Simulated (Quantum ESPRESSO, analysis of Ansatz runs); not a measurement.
# Migration in HfO2 (P2_1/c): V_O hop (2.5 Å), charge +2 (Quantum ESPRESSO), part 3 of 3

Wanted: path and barrier of a jump of O in HfO2 (P2_1/c) at charge +2. The case: V_O hop (2.5 Å), in a cell of 48 host atoms with 1 O taken out.

Quantum ESPRESSO 7.5; Quantum ESPRESSO plane-wave DFT, PBEsol, GBRV 1.5 PBEsol potentials; nudged elastic band between two relaxed defect structures at fixed charge in a uniform background.

So far: Set-up; Relaxation of the start point, charge +2; Relaxation of the end point, charge +2.

**4. Nudged elastic band, charge +2**

3 movable images are laid between the ends by interpolation. Each image feels the true force across the path and a spring force along it. The highest image is set to climb to the top of the path.

This step: Quantum ESPRESSO plane-wave DFT, PBEsol, GBRV 1.5 PBEsol potentials; nudged elastic band between two relaxed defect structures at fixed charge in a uniform background.

Contents of neb.in:

```
BEGIN
BEGIN_PATH_INPUT
&PATH
  restart_mode = 'from_scratch'
  string_method = 'neb'
  nstep_path = 45
  ds = 1.5
  opt_scheme = 'broyden'
  num_of_images = 5
  k_max = 0.3
  k_min = 0.2
  CI_scheme = 'auto'
  path_thr = 0.06
/
END_PATH_INPUT
BEGIN_ENGINE_INPUT
&CONTROL
  prefix = 'pwscf'
  outdir = './tmp'
  pseudo_dir = './pseudo'
  disk_io = 'low'
/
&SYSTEM
  ibrav = 0
  nat = 47
  ntyp = 2
  ecutwfc = 36
  ecutrho = 288
  nbnd = 192
  occupations = 'fixed'
  tot_charge = 2
  nosym = .true.
/
&ELECTRONS
  conv_thr = 5d-08
  electron_maxstep = 100
  mixing_beta = 0.5
/
ATOMIC_SPECIES
Hf   178.4900 hf_pbesol_v1.uspp.F.UPF
O     15.9990 o_pbesol_v1.2.uspp.F.UPF
CELL_PARAMETERS angstrom
  -5.9416700219    5.1632183080    5.1583953540
   4.2040263251   -5.1632183080    5.1655566081
   5.9416700219    5.1632183080   -5.1583953540
BEGIN_POSITIONS
FIRST_IMAGE
ATOMIC_POSITIONS crystal
Hf     0.0871350531    0.4862088527    0.8676570012
Hf     0.0777557441    0.9845193297    0.3623372306
Hf     0.5800379093    0.4933395591    0.3657378397
Hf     0.5817964344    1.0176267730    0.8792295345
Hf     0.3741321776    0.2621299277    0.8392233535
Hf     0.3762589095    0.7576363668    0.3433382525
Hf     0.8748010506    0.2576141343    0.3441091329
Hf     0.8987735815    0.7529894177    0.8425306979
Hf     0.4214994379    0.0104183070    0.1401660295
Hf     0.3916267987    0.4851657005    0.6138223328
Hf     0.9139094324    0.0011463346    0.6283733429
Hf     0.9204411719    0.5092260585    0.1346201232
Hf     0.1145340114    0.2332481136    0.1476500134
Hf     0.1325957661    0.7416629277    0.6555878063
Hf     0.6288033871    0.2432490402    0.6614097078
Hf     0.6245239979    0.7412388676    0.1585327025
O      0.3585863370    0.2118074388    0.5907449932
O      0.3649181367    0.7183029597    0.1006900814
O      0.8574678602    0.2153279847    0.0953795291
O      0.8695162242    0.7088032992    0.5923095976
O      0.3827195972    0.0414866082    0.8997384655
O      0.3769383963    0.5324114174    0.3973436188
O      0.8789303741    0.0322100783    0.3963605466
O      0.8860045390    0.5296453891    0.8950703276
O      0.1286611087    0.2719914845    0.3903161729
O      0.1424412745    0.7847108373    0.9022059385
O      0.6373653878    0.2924753263    0.9050129955
O      0.6370597065    0.7818800496    0.4053276560
O      0.1192006453    0.4616249409    0.1021148819
O      0.1207539437    0.9651756440    0.6021795175
O      0.6250463940    0.5089784000    0.6326596522
O      0.6196169396    0.9665196051    0.1005950944
O      0.3310129176    0.2042654828    0.1872426370
O      0.3649097807    0.7230486423    0.7029426955
O      0.8372666441    0.2079792573    0.6817658922
O      0.8362634191    0.7039956579    0.1925765250
O      0.4808463451    0.0444356493    0.3827167785
O      0.4838565066    0.5464421452    0.8749972525
O      0.9360853404    0.0179269886    0.8610293376
O      0.9921968475    0.5399252575    0.3812539934
O      0.1617392125    0.2827009756    0.8207559310
O      0.1633495526    0.7909243514    0.3073666758
O      0.6649981772    0.2945801400    0.3202829607
O      0.0410208435    0.4623634277    0.6275139979
O     -0.0044706463    0.9449713014    0.1068700805
O      0.5168502072    0.4585456771    0.1209680779
O      0.5285749904    0.9647457494    0.6301506117
INTERMEDIATE_IMAGE
ATOMIC_POSITIONS crystal
Hf     0.0858385136    0.4865767296    0.8665629728
Hf     0.0799261199    0.9868364062    0.3645518234
[... 45 atom lines left out ...]
INTERMEDIATE_IMAGE
ATOMIC_POSITIONS crystal
Hf     0.0845419741    0.4869446066    0.8654689444
Hf     0.0820964958    0.9891534826    0.3667664161
[... 45 atom lines left out ...]
INTERMEDIATE_IMAGE
ATOMIC_POSITIONS crystal
Hf     0.0832454346    0.4873124836    0.8643749160
Hf     0.0842668717    0.9914705591    0.3689810088
[... 45 atom lines left out ...]
LAST_IMAGE
ATOMIC_POSITIONS crystal
Hf     0.0819488951    0.4876803605    0.8632808876
Hf     0.0864372475    0.9937876355    0.3711956015
Hf     0.5815268986    0.4904310899    0.3505563169
[... 4 atom lines left out ...]
Hf     0.8966361984    0.7791897374    0.8613925398
[... 1 atom line left out ...]
Hf     0.4001828301    0.5122303559    0.6363558756
[... 4 atom lines left out ...]
Hf     0.6234139096    0.2157081069    0.6592391158
[... 1 atom line left out ...]
O      0.3780331781    0.2270381361    0.5958387031
[... 2 atom lines left out ...]
O      0.8531649590    0.7040190997    0.5989091727
[... 1 atom line left out ...]
O      0.3890279148    0.5306054104    0.4026229126
[... 1 atom line left out ...]
O      0.8521740888    0.5190316149    0.8594457413
[... 6 atom lines left out ...]
O      0.6567916918    0.7599982425    0.7872951017
[... 2 atom lines left out ...]
O      0.3358002995    0.7125682080    0.6962411785
[... 3 atom lines left out ...]
O      0.4792135446    0.5412149762    0.8795821653
O      0.9935776223    0.0500762066    0.8852403446
[... 7 atom lines left out ...]
O      0.5221625503    0.9459301546    0.6226844952
END_POSITIONS
K_POINTS gamma
END_ENGINE_INPUT
END
```

Launch:

```console
$ OMP_NUM_THREADS=1 mpirun -n 4 neb.x -ni 2 -inp neb.in > neb.out
```

The program printed:

```text
[shortened: banners, details of potentials and solvers, and blank lines are left out]
[banner, memory and clock lines left out]
     path-images division:  nimage    =       2
     initial path length           =  4.0950 bohr
     initial inter-image distance  =  1.0237 bohr
     string_method                 =    neb
     restart_mode                  =    from_scratch
     opt_scheme                    =    broyden
     num_of_images                 =    5
     nstep_path                    =    45
     CI_scheme                     =    auto
     first_last_opt                =    F
     use_freezing                  =    F
     ds                            =    1.5000 a.u.
     k_max                         =    0.3000 a.u.
     k_min                         =    0.2000 a.u.
     path_thr                      =    0.0600 eV / A
     ------------------------------ iteration   1 ------------------------------
     activation energy (->) =   1.287493 eV
     activation energy (<-) =   0.345907 eV
     image        energy (eV)        error (eV/A)        frozen
         1     -48237.1990859            0.027936            T
         2     -48236.6645749            1.118494            F
         3     -48235.9187935            2.330431            F
         4     -48235.9115932            1.629994            F
         5     -48236.2575002            0.030634            T
     climbing image =  4
     path length          =  4.095 bohr
     inter-image distance =  1.024 bohr
     ------------------------------ iteration   2 ------------------------------
     activation energy (->) =   1.158153 eV
     activation energy (<-) =   0.216568 eV
     image        energy (eV)        error (eV/A)        frozen
         1     -48237.1990859            0.027936            T
         2     -48236.7436842            0.529843            F
         3     -48236.1730438            0.580433            F
         4     -48236.0409327            0.399427            F
         5     -48236.2575002            0.030634            T
     climbing image =  4
     path length          =  4.119 bohr
[...]
------------------------------ iteration   3 ------------------------------
     activation energy (->) =   1.120466 eV
     activation energy (<-) =   0.178880 eV
     image        energy (eV)        error (eV/A)        frozen
         1     -48237.1990859            0.027936            T
         2     -48236.7644779            0.364728            F
         3     -48236.2326297            0.544753            F
         4     -48236.0786198            0.271345            F
         5     -48236.2575002            0.030634            T
     climbing image =  4
     path length          =  4.134 bohr
[...]
------------------------------ iteration   4 ------------------------------
     activation energy (->) =   1.092557 eV
     activation energy (<-) =   0.150972 eV
     image        energy (eV)        error (eV/A)        frozen
         1     -48237.1990859            0.027936            T
         2     -48236.7766484            0.239042            F
         3     -48236.2721176            0.377634            F
         4     -48236.1065285            0.129089            F
         5     -48236.2575002            0.030634            T
     climbing image =  4
     path length          =  4.184 bohr
[...]
------------------------------ iteration   5 ------------------------------
     activation energy (->) =   1.085392 eV
     activation energy (<-) =   0.143806 eV
     image        energy (eV)        error (eV/A)        frozen
         1     -48237.1990859            0.027936            T
         2     -48236.7893332            0.205401            F
         3     -48236.2901871            0.257149            F
         4     -48236.1136940            0.087206            F
         5     -48236.2575002            0.030634            T
     climbing image =  4
     path length          =  4.197 bohr
[...]
------------------------------ iteration   6 ------------------------------
     activation energy (->) =   1.077331 eV
     activation energy (<-) =   0.135745 eV
     image        energy (eV)        error (eV/A)        frozen
         1     -48237.1990859            0.027936            T
         2     -48236.8125317            0.227196            F
         3     -48236.3076005            0.319720            F
         4     -48236.1217548            0.088285            F
         5     -48236.2575002            0.030634            T
     climbing image =  4
     path length          =  4.228 bohr
[...]
------------------------------ iteration   7 ------------------------------
     activation energy (->) =   1.079764 eV
     activation energy (<-) =   0.138178 eV
     image        energy (eV)        error (eV/A)        frozen
         1     -48237.1990859            0.027936            T
         2     -48236.8395786            0.303045            F
         3     -48236.3217627            0.444417            F
         4     -48236.1193221            0.122799            F
         5     -48236.2575002            0.030634            T
     climbing image =  4
     path length          =  4.437 bohr
[...]
------------------------------ iteration   8 ------------------------------
     activation energy (->) =   1.070767 eV
     activation energy (<-) =   0.129181 eV
     image        energy (eV)        error (eV/A)        frozen
         1     -48237.1990859            0.027936            T
         2     -48236.8489377            0.164829            F
         3     -48236.3363205            0.110495            F
         4     -48236.1283189            0.067968            F
         5     -48236.2575002            0.030634            T
     climbing image =  4
     path length          =  4.319 bohr
[...]
------------------------------ iteration   9 ------------------------------
     activation energy (->) =   1.069929 eV
     activation energy (<-) =   0.128343 eV
     image        energy (eV)        error (eV/A)        frozen
         1     -48237.1990859            0.027936            T
         2     -48236.8547054            0.123380            F
         3     -48236.3401319            0.089690            F
         4     -48236.1291570            0.059156            F
         5     -48236.2575002            0.030634            T
     climbing image =  4
     path length          =  4.322 bohr
[...]
------------------------------ iteration  10 ------------------------------
     activation energy (->) =   1.068198 eV
     activation energy (<-) =   0.126612 eV
     image        energy (eV)        error (eV/A)        frozen
         1     -48237.1990859            0.027936            T
         2     -48236.8718061            0.042808            F
         3     -48236.3501788            0.078168            F
         4     -48236.1308883            0.028708            F
         5     -48236.2575002            0.030634            T
     climbing image =  4
     path length          =  4.335 bohr
[...]
------------------------------ iteration  11 ------------------------------
     activation energy (->) =   1.067919 eV
     activation energy (<-) =   0.126333 eV
     image        energy (eV)        error (eV/A)        frozen
         1     -48237.1990859            0.027936            T
         2     -48236.8773534            0.039434            F
         3     -48236.3528573            0.067019            F
         4     -48236.1311672            0.036616            F
         5     -48236.2575002            0.030634            T
     climbing image =  4
     path length          =  4.343 bohr
[...]
------------------------------ iteration  12 ------------------------------
     activation energy (->) =   1.067804 eV
     activation energy (<-) =   0.126218 eV
     image        energy (eV)        error (eV/A)        frozen
         1     -48237.1990859            0.027936            T
         2     -48236.8769050            0.031676            F
         3     -48236.3520297            0.043844            F
         4     -48236.1312823            0.034607            F
         5     -48236.2575002            0.030634            T
     climbing image =  4
     path length          =  4.345 bohr
     inter-image distance =  1.086 bohr
     neb: convergence achieved in  12 iterations
```

Run time: 25 min. Hardware: 4 MPI ranks of Arm Neoverse V1, shared host; peak memory 2.4 GiB.

Images along the path:

```csv
image,path (Å),energy (eV),"O31: x, y, z (Å)"
0,0.000,0.0000,"2.185, 3.866, 2.590"
1,0.666,0.3222,"2.608, 3.673, 2.849"
2,1.217,0.8471,"3.071, 3.589, 3.017"
3,1.697,1.0678,"3.488, 3.556, 3.130"
4,2.299,0.9416,"3.970, 3.532, 3.253"
```

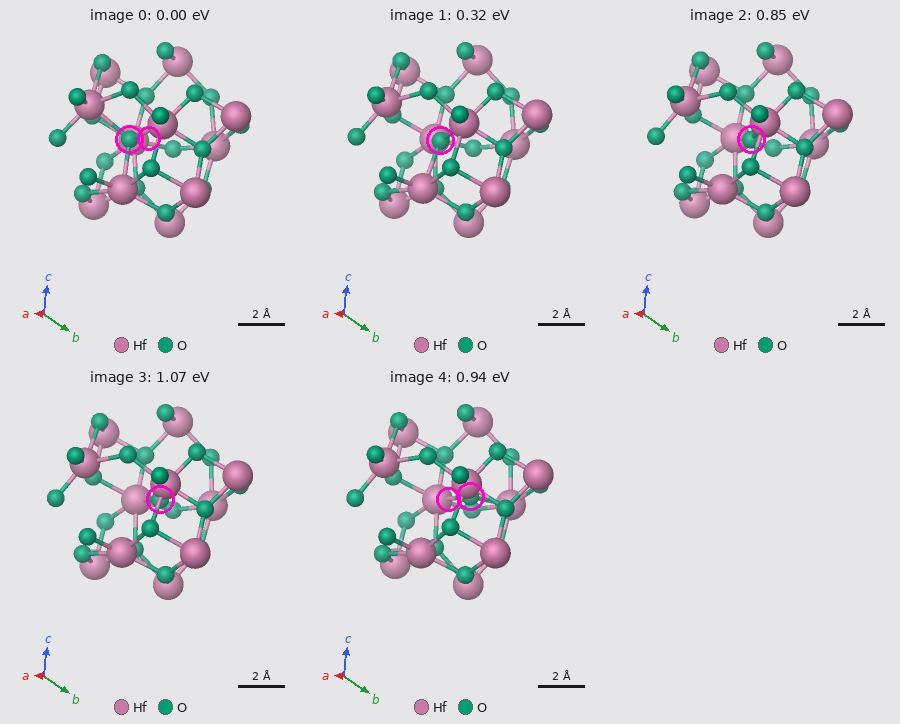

Images along the path; O31 is ringed. A ring with no atom in it marks the empty centre.

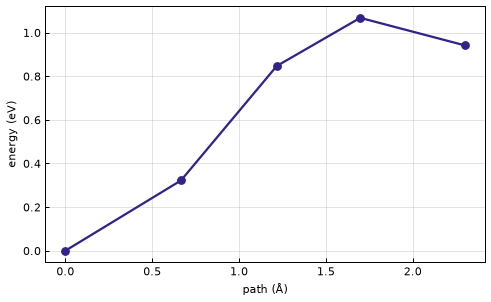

Energy along the path.

Read from the output:

| Quantity | Value |
| --- | --- |
| barrier forward | 1.068 eV |
| barrier backward | 0.1262 eV |
| end less start | 0.9416 eV |
| hop length | 1.934 Å |

The band met its tolerance of 0.06 eV/Å after 12 iterations, with image 3 on top (the start counts as 0). O31, which moves farthest between the ends, has 4 Hf at 2.07 to 2.36 Å nearest at the start and 2 Hf at 1.96 Å at the top.

**5. Outcome**

```
barrier forward                         : 1.07 eV
barrier backward                        : 0.13 eV
end less start                          : 0.94 eV
hop length                              : 1.93 Å
band iterations, as the log counts them : 12
```

The top of the band lies 1.07 eV above the start and 0.13 eV above the end. In the end relaxations the farther half of the atoms moved by 0.10 Å r.m.s. or more, so the host itself may distort at this sampling, and part of the barrier may belong to that. The ends differ by 0.94 eV, so they aren't like places or like states; the smaller barrier is only the way out of the higher one. At the top O31 stands 1.96 Å from its nearest Hf, 0.11 Å closer than at the start. The order of the top as a saddle was not checked for all atoms, so a bent path could be lower. No image-charge correction is applied; it largely cancels along a path if the charge stays localised alike. What this leaves open: sampling at the zone centre alone can move energies of charged and open-shell states by tenths of an eV or more in cells of this size; periodic copies of the defect are only 8.4 Å apart; spin–orbit coupling, which can matter with heavy atoms, is left out. The cutoff of 36 Ry is under the 40 Ry advised for these potentials.

[Logs are printed without paths, hosts, clocks, repeated set-up lines and the standing remarks that a program may print on its own settings, such as how far it seeks lower states.]

[Hosts, paths, dates, database ids (printed as entryN), source tags and the programs' standing remarks are cut or masked in the printed files.]
